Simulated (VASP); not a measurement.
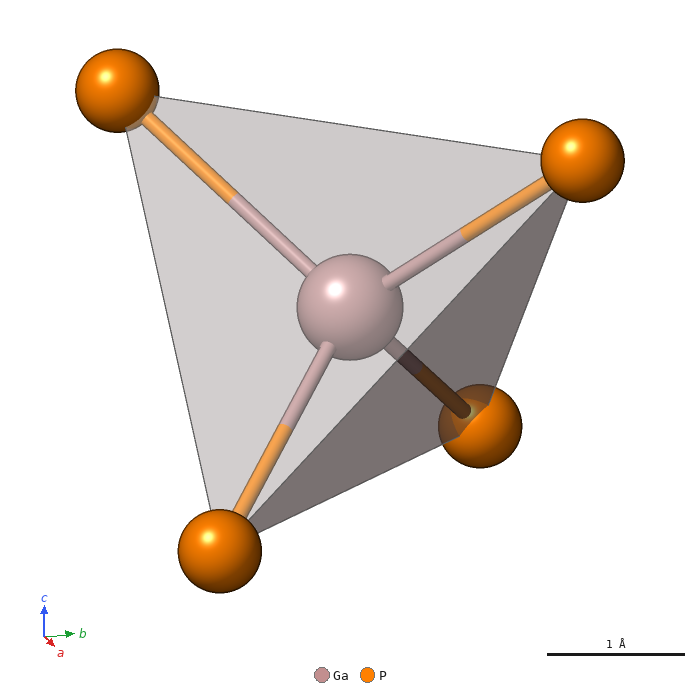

Coordination of Ga in GaP (F-43m). Continuous shape measures are computed against ideal polyhedra (0 is ideal; above about 3 the distortion is strong). Origin: the end point of a relaxation with VASP, VASP Kohn-Sham DFT of a periodic cell, PW91, VASP PAW PBE potentials, recommended.

Name the coordination polyhedron and say how regular it is.

GaP4: an essentially ideal tetrahedron (coordination number 4, S = 0.00; next best see-saw, S = 9.8).

Does the central atom sit at the centroid of its ligands?

Yes, to within 0.01 Å; the site symmetry is -43m.

How long are the bonds?

4 × Ga–P 2.38 Å. The next neighbour, not counted, lies at 3.89 Å.
